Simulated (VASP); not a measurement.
# A VASP study of BaHfO3 (rSCAN): structure first, properties next, part 2 of 5

What structure does BaHfO3 take at this level, and what are its properties? The start is a computed cell from the Materials Project.

VASP 6.6.1, plane waves and PAW; the level of theory is named at each step.

So far, gap on the k-mesh (eV): step 2 (relaxing cell and atoms (rSCAN)) 4.12.

## 3. Single point with fields (rSCAN)

Level of this step: rSCAN; plane waves and PAW (Hf_pv, Ba_sv, O) (VASP).

The relaxed cell gets a fresh self-consistent run, on a basis set for its own volume, to fix the density and to check the remaining stress.

INCAR

```
SYSTEM = BaHfO3
PREC = Accurate
ENCUT = 520
EDIFF = 1E-06
NELM = 100
ISMEAR = 0
SIGMA = 0.05
LREAL = .FALSE.
ALGO = Normal
METAGGA = RSCAN
LASPH = .TRUE.
NBANDS = 25
LORBIT = 11
LWAVE = .FALSE.
LCHARG = .TRUE.
ISIF = 2
LELF = .TRUE.
LVHAR = .TRUE.
```

POSCAR

```
BaHfO3
1.0
    4.1662365300      0.0000000000      0.0000000000
    0.0000000000      4.1662365300      0.0000000000
    0.0000000000      0.0000000000      4.1662365300
Hf Ba O
1 1 3
Direct
    0.0000000000      0.0000000000      0.0000000000
    0.5000000000      0.5000000000      0.5000000000
    0.0000000000      0.0000000000      0.5000000000
    0.5000000000      0.0000000000      0.0000000000
    0.0000000000      0.5000000000      0.0000000000
```

KPOINTS

```
Automatic mesh
0
Gamma
6 6 6
0 0 0
```

PAW data sets: Hf_pv, Ba_sv and O (PBE family, release 64).

The cell reached was symmetrised within 0.01 Å before this step, which raises the operations from 8 to 48, which the run then keeps.

On the command line:

```console
mpirun -np 2 vasp_std
```

Output:

```text
[banner, memory and clock lines left out]
running    2 mpi-ranks, on    1 nodes
 distrk:  each k-point on    2 cores,    1 groups
 distr:  one band on    1 cores,    2 groups

 POSCAR found type information on POSCAR HfBaO
 POSCAR found :  3 types and       5 ions
 [... a notice as in an earlier step ...]

 LDA part: xc-table for (None), standard interpolation
|                                                                             |
|           W    W    AA    RRRRR   N    N  II  N    N   GGGG   !!!           |
|           W    W   A  A   R    R  NN   N  II  NN   N  G    G  !!!           |
|           W    W  A    A  R    R  N N  N  II  N N  N  G       !!!           |
|           W WW W  AAAAAA  RRRRR   N  N N  II  N  N N  G  GGG   !            |
|           WW  WW  A    A  R   R   N   NN  II  N   NN  G    G                |
|           W    W  A    A  R    R  N    N  II  N    N   GGGG   !!!           |
|                                                                             |
|     The number of bands has been changed from the values supplied in        |
|     The orbitals not found in the WAVECAR file will be initialized with     |
|     random numbers, which is usually adequate. For correlated               |
|     calculations, however, you should redo the groundstate calculation.     |
|     I found NBANDS = 25. Now, NBANDS = 26.                                  |
|                                                                             |

 POSCAR, INCAR and KPOINTS ok, starting setup
 FFT: planning ... GRIDC
 FFT: planning ... GRID_SOFT
 FFT: planning ... GRID
 WAVECAR not read
 entering main loop
       N       E                     dE             d eps       ncg     rms          rms(c)
DAV:   1     0.953557300589E+02    0.95356E+02   -0.21073E+04  1040   0.144E+03
DAV:   2    -0.172502637301E+03   -0.26786E+03   -0.25944E+03  1332   0.331E+02
DAV:   3    -0.185374781540E+03   -0.12872E+02   -0.12819E+02  1354   0.720E+01
DAV:   4    -0.185747402395E+03   -0.37262E+00   -0.37226E+00  1594   0.883E+00
DAV:   5    -0.185749404498E+03   -0.20021E-02   -0.20018E-02  1332   0.629E-01    0.633E+01
DAV:   6    -0.167342901748E+03    0.18407E+02   -0.22754E+01  1252   0.306E+01    0.490E+01
DAV:   7    -0.167691494646E+03   -0.34859E+00   -0.21876E+00  1386   0.872E+00    0.278E+01
DAV:   8    -0.167752981429E+03   -0.61487E-01   -0.64886E-01  1098   0.538E+00    0.841E+00
DAV:   9    -0.167710893900E+03    0.42088E-01   -0.33786E-01  1108   0.323E+00    0.227E+00
DAV:  10    -0.167707193469E+03    0.37004E-02   -0.16910E-02  1172   0.825E-01    0.723E-01
DAV:  11    -0.167707135228E+03    0.58241E-04   -0.11632E-03  1270   0.221E-01    0.502E-02
DAV:  12    -0.167707153783E+03   -0.18555E-04   -0.57229E-05  1342   0.504E-02    0.893E-02
DAV:  13    -0.167707159207E+03   -0.54240E-05   -0.35945E-05  1284   0.424E-02    0.134E-02
DAV:  14    -0.167707158648E+03    0.55900E-06   -0.23577E-06   980   0.106E-02
   1 F= -.16770716E+03 E0= -.16770716E+03  d E =-.970819E-19
```

Wall time 23 s (2 MPI ranks of Intel Xeon 6975P-C (Granite Rapids), shared host); peak memory 0.34 GiB.

From OUTCAR (step 3):

```text
  LATTYP: Found a simple cubic cell.
 ALAT       =     4.1662365300

 Subroutine GETGRP returns: Found 48 space group operations
 (whereof 48 operations were pure point group operations)

The static configuration has the point symmetry O_h .

 Found     20 irreducible k-points:

   k-points           NKPTS =     20   k-points in BZ     NKDIM =     20   number of bands    NBANDS=     26

   NELECT =      38.0000    total number of electrons

 E-fermi :   2.3917

 k-point     1 :       0.0000    0.0000    0.0000
  band No.  band energies     occupation
    ...
     15       1.0827      2.00000
     16       1.0827      2.00000
     17       1.8580      2.00000
     18       1.8580      2.00000
     19       1.8580      2.00000
     20       6.2135      0.00000
     21       6.2135      0.00000
     22       6.2135      0.00000
     23       7.3051      0.00000
     24       7.3051      0.00000
    ...

 k-point     2 :       0.1667    0.0000    0.0000
  band No.  band energies     occupation
    ...
     15       0.8494      2.00000
     16       0.8878      2.00000
     17       1.2337      2.00000
     18       1.7482      2.00000
     19       1.7482      2.00000
     20       6.3312      0.00000
     21       6.8493      0.00000
     22       6.8493      0.00000
     23       7.7478      0.00000
     24       7.7773      0.00000
    ...

  Total        0.0147248      0.0147248      0.0147248     -0.0000000     -0.0000000      0.0000000
  in kB        0.3262333      0.3262333      0.3262333     -0.0000000     -0.0000000      0.0000000
  external PRESSURE =       0.3262333 kB  Pullay stress =       0.0000000 kB

  energy-cutoff  :      520.00
  volume of cell :       72.32
      direct lattice vectors                 reciprocal lattice vectors
     4.166236530  0.000000000  0.000000000     0.240024778  0.000000000  0.000000000
     0.000000000  4.166236530  0.000000000     0.000000000  0.240024778  0.000000000
     0.000000000  0.000000000  4.166236530     0.000000000  0.000000000  0.240024778

 POSITION                                       TOTAL-FORCE (eV/Angst)
 -----------------------------------------------------------------------------------
      0.00000      0.00000      0.00000         0.000000      0.000000      0.000000
      2.08312      2.08312      2.08312         0.000000      0.000000      0.000000
      0.00000      0.00000      2.08312         0.000000      0.000000      0.000000
      2.08312      0.00000      0.00000         0.000000      0.000000      0.000000
      0.00000      2.08312      0.00000         0.000000      0.000000      0.000000
 -----------------------------------------------------------------------------------
    total drift:                                0.000000      0.000000     -0.000000

  FREE ENERGIE OF THE ION-ELECTRON SYSTEM (eV)
  ---------------------------------------------------
  free  energy   TOTEN  =      -167.7071586477 eV

  energy  without entropy=     -167.7071586477  energy(sigma->0) =     -167.70715865

[... 3 parts as in an earlier step ...]

[... 7 further parts left out ...]
```

Numbers from this step:

```
SCF cycles           : 14
bands                : 26
irreducible k-points : 20
symmetry operations  : 48
free energy (TOTEN)  : -167.7072 eV
Fermi energy         : 2.392 eV
pressure             : 0.03262 GPa
gap on the k-mesh    : 4.122 eV
```

Valence electrons inside each PAW sphere by angular momentum. Sphere charges, by row:

```
atom  s (e)  p (e)  d (e)  tot (e)
 Hf1  0.342  6.721  1.473    8.536
 Ba2  2.012   5.65  0.257    7.918
  O3  1.561  3.531      0    5.092
  O4  1.561  3.531      0    5.092
  O5  1.561  3.531      0    5.092
```

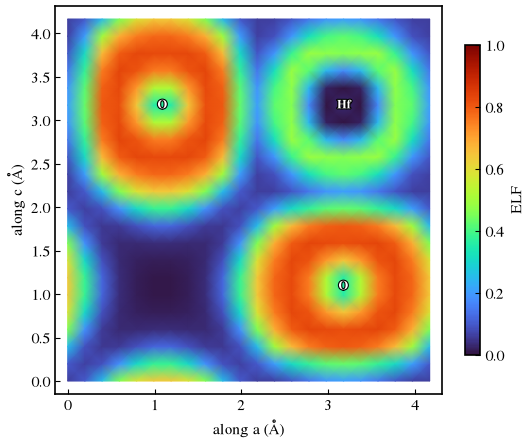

ELF in the ac plane at fractional y = 0.000, with atoms of Hf and O within 0.2 Å of it. It is the smooth field of the valence electrons, not physical close to the nuclei. The map starts off the cell's origin, so that atoms lie inside it.

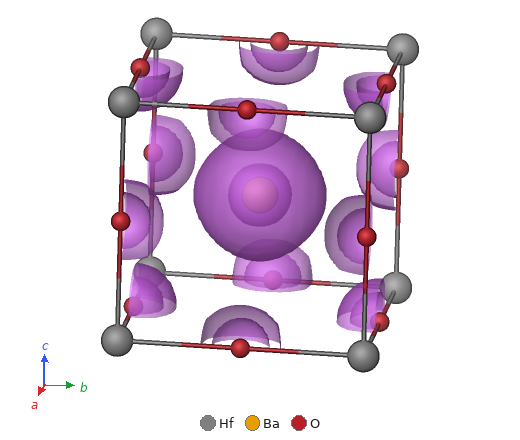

Surface of ELF = 0.81.

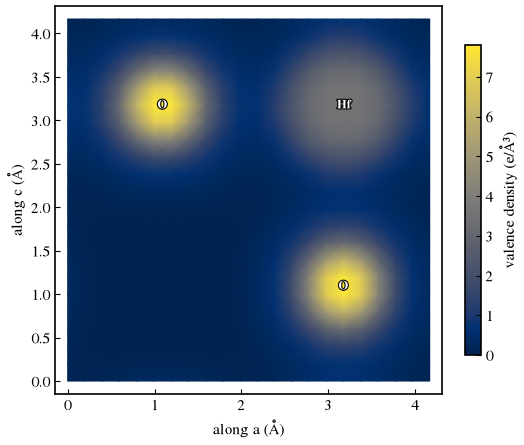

Valence density in the ac plane at fractional y = 0.000, with atoms of Hf and O within 0.2 Å of it. It is the smooth field of the valence electrons, not physical close to the nuclei. The map starts off the cell's origin, so that atoms lie inside it.

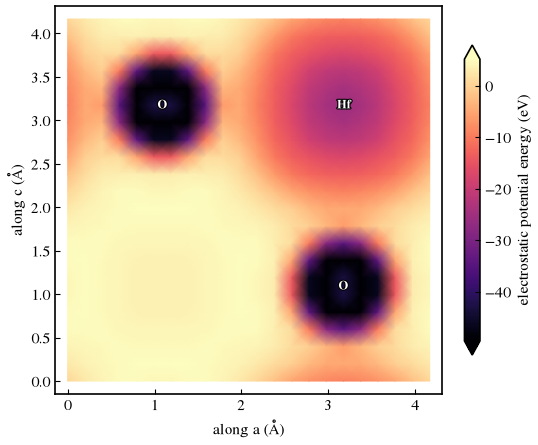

Electrostatic potential energy in the ac plane at fractional y = 0.000, with atoms of Hf and O within 0.2 Å of it. With pseudopotentials it is smooth inside the atoms' cores, unlike the true potential. The map starts off the cell's origin, so that atoms lie inside it.

In this run the pressure is 0.03 GPa, small enough to go on.

## 4. Band structure (rSCAN)

Levels along the symmetry lines show where the bands peak and cross; KPOINTS_OPT computes them in the converged potential.

INCAR, as its differences from that of step 3:

```diff
@@ -11,8 +11,6 @@
 LASPH = .TRUE.
-NBANDS = 25
+NBANDS = 34
 LORBIT = 11
 LWAVE = .FALSE.
-LCHARG = .TRUE.
-ISIF = 2
-LELF = .TRUE.
-LVHAR = .TRUE.
+LCHARG = .FALSE.
+KPAR = 2
```

POSCAR is that of step 3.

KPOINTS is that of step 3.

KPOINTS_OPT

```
Line mode
16
Line-mode
Reciprocal
  0.00000000   0.00000000   0.00000000 GAMMA
  0.00000000   0.50000000   0.00000000 X

  0.00000000   0.50000000   0.00000000 X
  0.50000000   0.50000000   0.00000000 M

  0.50000000   0.50000000   0.00000000 M
  0.00000000   0.00000000   0.00000000 GAMMA

  0.00000000   0.00000000   0.00000000 GAMMA
  0.50000000   0.50000000   0.50000000 R

  0.50000000   0.50000000   0.50000000 R
  0.00000000   0.50000000   0.00000000 X

  0.50000000   0.50000000   0.00000000 M
  0.50000000   0.50000000   0.50000000 R
```

On the command line:

```console
mpirun -np 2 vasp_std
```

Output:

```text
[banner, memory and clock lines left out]
running    2 mpi-ranks, on    1 nodes
 distrk:  each k-point on    1 cores,    2 groups
 distr:  one band on    1 cores,    1 groups

 POSCAR found type information on POSCAR HfBaO
 POSCAR found :  3 types and       5 ions
 [... a notice as in an earlier step ...]

 LDA part: xc-table for (None), standard interpolation
 POSCAR, INCAR and KPOINTS ok, starting setup
 FFT: planning ... GRIDC
 FFT: planning ... GRID_SOFT
 FFT: planning ... GRID
 WAVECAR not read
 entering main loop
       N       E                     dE             d eps       ncg     rms          rms(c)
DAV:   1     0.742471418451E+02    0.74247E+02   -0.20176E+04  1360   0.110E+03
DAV:   2    -0.173581234888E+03   -0.24783E+03   -0.23738E+03  1672   0.281E+02
DAV:   3    -0.185498094703E+03   -0.11917E+02   -0.11794E+02  1734   0.549E+01
DAV:   4    -0.185744941032E+03   -0.24685E+00   -0.24654E+00  1664   0.640E+00
DAV:   5    -0.185749355200E+03   -0.44142E-02   -0.44139E-02  1660   0.804E-01    0.633E+01
DAV:   6    -0.167367041674E+03    0.18382E+02   -0.12551E+01  1396   0.234E+01    0.477E+01
DAV:   7    -0.167693562312E+03   -0.32652E+00   -0.15428E+00  1690   0.650E+00    0.278E+01
DAV:   8    -0.167746778688E+03   -0.53216E-01   -0.40308E-01  1550   0.404E+00    0.101E+01
DAV:   9    -0.167709996207E+03    0.36782E-01   -0.17575E-01  1506   0.231E+00    0.305E+00
DAV:  10    -0.167707158609E+03    0.28376E-02   -0.97313E-03  1644   0.593E-01    0.776E-01
DAV:  11    -0.167707135053E+03    0.23556E-04   -0.80280E-04  1612   0.168E-01    0.538E-02
DAV:  12    -0.167707155423E+03   -0.20371E-04   -0.51134E-05  1684   0.430E-02    0.172E-01
DAV:  13    -0.167707158302E+03   -0.28783E-05   -0.30253E-05  1592   0.403E-02    0.188E-02
DAV:  14    -0.167707158507E+03   -0.20556E-06   -0.26804E-06  1566   0.966E-03
   1 F= -.16770716E+03 E0= -.16770716E+03  d E =-.167800E-12
 Start KPOINTS_OPT (optional k-point list driver)
k-point batch [1-20\96]
       N       E                     dE             ncg
DAV:   1    -0.187163386729E+04   -0.11411E+05     1360
DAV:   2    -0.662380457560E+04   -0.47522E+04     1736
DAV:   3    -0.686840027169E+04   -0.24460E+03     1646
DAV:   4    -0.687409645362E+04   -0.56962E+01     1676
DAV:   5    -0.687416304710E+04   -0.66593E-01     1628
DAV:   6    -0.687416440254E+04   -0.13554E-02     1564
DAV:   7    -0.687416443509E+04   -0.32541E-04     1538
DAV:   8    -0.687416443595E+04   -0.86195E-06     1246
[...]
k-point batch [81-96\96]
       N       E                     dE             ncg
DAV:   1     0.215030247577E+04   -0.22559E+05     1088
DAV:   2    -0.174953353381E+04   -0.38998E+04     1368
DAV:   3    -0.193398370665E+04   -0.18445E+03     1420
DAV:   4    -0.193805735689E+04   -0.40737E+01     1482
DAV:   5    -0.193810225553E+04   -0.44899E-01     1340
DAV:   6    -0.193810279406E+04   -0.53853E-03     1376
DAV:   7    -0.193810280279E+04   -0.87276E-05     1354
DAV:   8    -0.193810280293E+04   -0.13704E-06      984
```

Run time: 68 s. Hardware: 2 MPI ranks; peak memory 0.42 GiB; 2.2 min of CPU time.

Parts of OUTCAR (step 4):

```text
The static configuration has the point symmetry O_h .

 Found     20 irreducible k-points:

   k-points           NKPTS =     20   k-points in BZ     NKDIM =     20   number of bands    NBANDS=     34

   NELECT =      38.0000    total number of electrons

 E-fermi :   2.3244

 k-point     1 :       0.0000    0.0000    0.0000
  band No.  band energies     occupation
    ...
     15       1.0828      2.00000
     16       1.0828      2.00000
     17       1.8580      2.00000
     18       1.8580      2.00000
     19       1.8580      2.00000
     20       6.2134      0.00000
     21       6.2135      0.00000
     22       6.2135      0.00000
     23       7.3051      0.00000
     24       7.3051      0.00000
    ...

 k-point     2 :       0.1667    0.0000    0.0000
  band No.  band energies     occupation
    ...
     15       0.8494      2.00000
     16       0.8878      2.00000
     17       1.2337      2.00000
     18       1.7482      2.00000
     19       1.7482      2.00000
     20       6.3311      0.00000
     21       6.8492      0.00000
     22       6.8493      0.00000
     23       7.7478      0.00000
     24       7.7773      0.00000
    ...

  Total        0.0164149      0.0164149      0.0164149     -0.0000000     -0.0000000      0.0000000
  in kB        0.3636779      0.3636779      0.3636779     -0.0000000     -0.0000000      0.0000000
  external PRESSURE =       0.3636779 kB  Pullay stress =       0.0000000 kB

  FREE ENERGIE OF THE ION-ELECTRON SYSTEM (eV)
  ---------------------------------------------------
  free  energy   TOTEN  =      -167.7071585072 eV

  energy  without entropy=     -167.7071585072  energy(sigma->0) =     -167.70715851

[... 9 parts as in an earlier step ...]

[... 5 further parts left out ...]
```

Spin-orbit coupling is off here; with elements this heavy it splits and shifts levels by tenths of an eV or more.

Numbers from this step:

```yaml
bands: 34
fermi_energy: 2.324 eV
pressure: 0.03637 GPa
least_gap_on_mesh_and_path: 4.122 eV
least_direct_gap_on_mesh_and_path: 4.355 eV
```

Electronic bands along the path, in eV, zero at the valence-band top; v1 is the highest filled band, c1 the lowest empty one:

```csv
point,v4,v3,v2,v1,c1,c2,c3,c4
Γ,-1.01,-0.23,-0.23,-0.23,4.12,4.12,4.12,5.21
X,-1.72,-1.70,-0.56,-0.56,4.68,6.92,6.92,7.05
M,-1.08,-0.94,-0.94,-0.08,6.81,6.81,7.27,7.48
Γ,-1.01,-0.23,-0.23,-0.23,4.12,4.12,4.12,5.21
R,-2.53,0.00,0.00,0.00,6.69,6.69,6.69,8.42
X,-1.72,-1.70,-0.56,-0.56,4.68,6.92,6.92,7.05
jump to M,-1.08,-0.94,-0.94,-0.08,6.81,6.81,7.27,7.48
R,-2.53,0.00,0.00,0.00,6.69,6.69,6.69,8.42
```

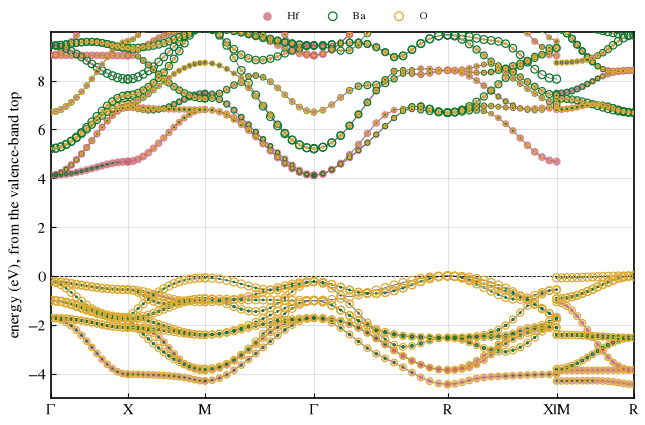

Electronic bands along the path; dots are coloured as in the legend, and their area grows with the weight.

The path finds the gap of the mesh within 0.02 eV, so the mesh comes close to both band edges.

## 5. Density of states (rSCAN)

Here the states are counted by energy and projected on the atoms. The mesh is finer than in the run before.

INCAR, as its differences from that of step 4:

```diff
@@ -5,3 +5,3 @@
 NELM = 100
-ISMEAR = 0
+ISMEAR = -5
 SIGMA = 0.05
@@ -16 +16,2 @@
 KPAR = 2
+NEDOS = 2001
```

POSCAR is that of step 4.

KPOINTS

```
Automatic mesh
0
Gamma
8 8 8
0 0 0
```

On the command line:

```console
mpirun -np 2 vasp_std
```

Output:

```text
[... set-up lines as in an earlier step ...]
 entering main loop
       N       E                     dE             d eps       ncg     rms          rms(c)
DAV:   1     0.714650817535E+02    0.71465E+02   -0.20034E+04  2380   0.110E+03
DAV:   2    -0.173400542236E+03   -0.24487E+03   -0.23546E+03  2986   0.277E+02
DAV:   3    -0.185483977145E+03   -0.12083E+02   -0.11953E+02  3040   0.556E+01
DAV:   4    -0.185745639387E+03   -0.26166E+00   -0.26134E+00  2960   0.640E+00
DAV:   5    -0.185749408448E+03   -0.37691E-02   -0.37686E-02  2896   0.727E-01    0.633E+01
DAV:   6    -0.167365430579E+03    0.18384E+02   -0.12671E+01  2464   0.234E+01    0.476E+01
DAV:   7    -0.167694359482E+03   -0.32893E+00   -0.15737E+00  2912   0.653E+00    0.279E+01
DAV:   8    -0.167749714377E+03   -0.55355E-01   -0.41937E-01  2672   0.410E+00    0.104E+01
DAV:   9    -0.167710459426E+03    0.39255E-01   -0.18895E-01  2742   0.240E+00    0.311E+00
DAV:  10    -0.167707415776E+03    0.30436E-02   -0.10693E-02  2860   0.611E-01    0.793E-01
DAV:  11    -0.167707381066E+03    0.34710E-04   -0.84643E-04  2828   0.171E-01    0.584E-02
DAV:  12    -0.167707404181E+03   -0.23115E-04   -0.48708E-05  2916   0.418E-02    0.170E-01
DAV:  13    -0.167707406349E+03   -0.21682E-05   -0.31667E-05  2838   0.407E-02    0.174E-02
DAV:  14    -0.167707406539E+03   -0.19027E-06   -0.27810E-06  2752   0.973E-03
   1 F= -.16770741E+03 E0= -.16770741E+03  d E =0.000000E+00
```

The job ended after 41 s (2 MPI ranks; peak memory 0.45 GiB).

From OUTCAR (step 5):

```text
   k-points           NKPTS =     35   k-points in BZ     NKDIM =     35   number of bands    NBANDS=     34

   NELECT =      38.0000    total number of electrons

 E-fermi :   2.1004

 k-point     1 :       0.0000    0.0000    0.0000
  band No.  band energies     occupation
    ...
     15       1.0827      2.00000
     16       1.0827      2.00000
     17       1.8579      2.00000
     18       1.8579      2.00000
     19       1.8579      2.00000
     20       6.2135      0.00000
     21       6.2136      0.00000
     22       6.2136      0.00000
     23       7.3051      0.00000
     24       7.3051      0.00000
    ...

  Total        0.0164215      0.0164215      0.0164215     -0.0000000     -0.0000000      0.0000000
  in kB        0.3638251      0.3638251      0.3638251     -0.0000000     -0.0000000      0.0000000
  external PRESSURE =       0.3638251 kB  Pullay stress =       0.0000000 kB

  FREE ENERGIE OF THE ION-ELECTRON SYSTEM (eV)
  ---------------------------------------------------
  free  energy   TOTEN  =      -167.7074065391 eV

  energy  without entropy=     -167.7074065391  energy(sigma->0) =     -167.70740654

[... 8 parts as in an earlier step ...]

[... 9 further parts left out ...]
```

Numbers from this step:

```
irreducible k-points           : 35
free energy (TOTEN)            : -167.7074 eV
Fermi energy                   : 2.100 eV
pressure                       : 0.03638 GPa
least direct gap on the k-mesh : 4.356 eV
```

The density of states has structure finer than the step of the table below, so its rows give means over 2 eV, whole bins alone (the curve runs from -12.0 to 8.82 eV). Peaks (eV: height): total -10.6: 17.8, -10.5: 22.3, -2.4: 9.16, -1.0: 11.6; O p -2.4: 4.67, -1.5: 2.96, -1.0: 7.48, -0.5: 5.20; Hf d -3.6: 0.758, -2.4: 0.935, 6.8: 2.63, 8.5: 1.21; Ba d 6.8: 1.63, 8.0: 1.51, 8.4: 2.14; Ba p -10.6: 15.9, -10.5: 20.3.

States under -12.0 eV and over 8.8 eV are left out. Table of density of states by energy, zero at the valence-band top; means over each step; values in states/eV/cell:

```csv
energy (eV),total,O p,Hf d,Ba d,Ba p
-10,2.97,0.0259,0.00625,5.1e-4,2.64
-8,0,0,0,0,0
-6,0,0,0,0,0
-4,1.74,0.903,0.289,0.0124,0.0102
-2,4.52,2.50,0.330,0.0830,0.100
0,2.73,1.84,0.0312,0.0287,0.0309
2,0,0,0,0,0
4,0.253,0.00911,0.155,0.0193,8.9e-5
6,2.79,0.285,1.23,0.476,0.00596
```

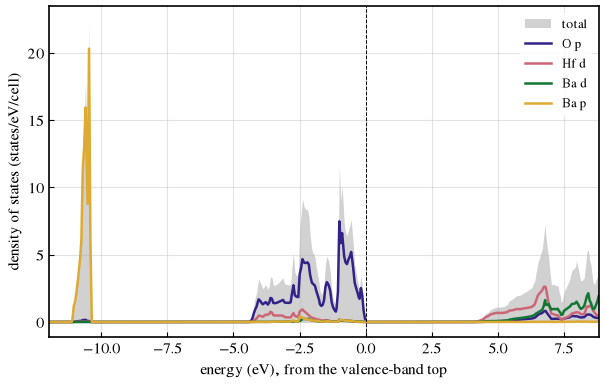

Density of states, plotted against energy.

The gap on this mesh is 4.12 eV. In the top eV of the valence band the largest shares in the PAW spheres are O p 67 %. The rest lies in smaller channels or between the spheres.

[end of part 2 of 5]

[Lines on the potential files, build, host, timing and source positions are cut from VASP's logs without a mark.]

[Logs are printed without paths, hosts, clocks, repeated set-up lines and the standing remarks that a program may print on its own settings, such as how far it seeks lower states.]

[Hosts, paths, dates, database ids (printed as entryN), source tags and the programs' standing remarks are cut or masked in the printed files.]

[A measured line is paired with the nearest computed mode of its activity, which favours agreement.]

[In band tables of VASP the shares of atoms and orbitals are scaled to a sum of 1 inside the atoms' spheres.]
